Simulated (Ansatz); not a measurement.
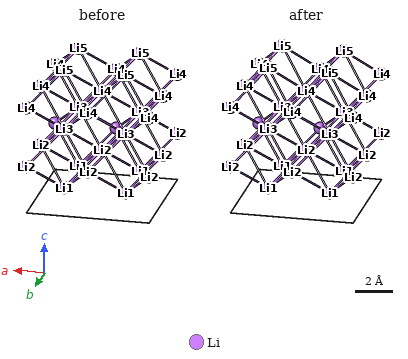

The structure of a slab of composition Li (cut from the Im-3m phase) before (left) and after (right) a constrained relaxation, at one scale.

Style: ball-and-stick. Shown: the 2 × 2 repeat of the cell, outlined in the plane, without the vacuum, from a free direction.

Case: clean slab, lower half held. The slab is the (1 0 0) face of Li. 2 atoms are held fixed.

The calculation used DFT r2SCAN, scalar-relativistic, plane waves, PAW in Ansatz.

Input
```yaml
crystal:
  lattice:
    - [3.4770929275, 0.0, 0.0]
    - [0.0, 3.4770929275, 0.0]
    - [0.0, 0.0, 23.9541858549]
  atoms:
    - { symbol: Li, position: [0.5, 0.5, 0.3548440365] }
    - { symbol: Li, position: [0.0, 0.0, 0.4274220183] }
    - { symbol: Li, position: [0.5, 0.5, 0.5] }
    - { symbol: Li, position: [0.0, 0.0, 0.5725779817] }
    - { symbol: Li, position: [0.5, 0.5, 0.6451559635] }
basis:
  ecutwfc: 500
kpoints:
  mp_grid: { grid: [8, 8, 1] }
hamiltonian:
  xc: r2scan
scf:
  occupations: { method: gaussian, width: 0.1 }
output:
  forces: true
  eigenvalues: true
  write_density: true
  write_potential: true
  elf: true
  volumetric_format: npy
relax:
  adjacent_minimum: "off"
  f_tol: 0.03
  max_steps: 70
  constraints: [{ sites: [0, 1] }]
efield:
  axis: 3
  dipole_correction: true
```

Run as
```bash
ansatz run input.yaml --threads 1 --pin off --max-ram 3072MiB --backend cpu --events-out ev --progress --plain --runs-dir out
```

Question: What changed between the two?

Answer: Li5 moves most: 0.15 Å along the normal (+c). The cell doesn't change. Near-neighbour distances that change, for instance: Li4–Li5 3.011 → 3.083 Å. Bond angles that change, for instance: Li4–Li5–Li4 109.5° → 105.8°. The energy falls by 5.7 meV per cell of the calculation in 2 geometry steps. The largest force component goes from 0.09 to 0.0019 eV/Å. The run took of the order of 100 core-seconds on a shared host.
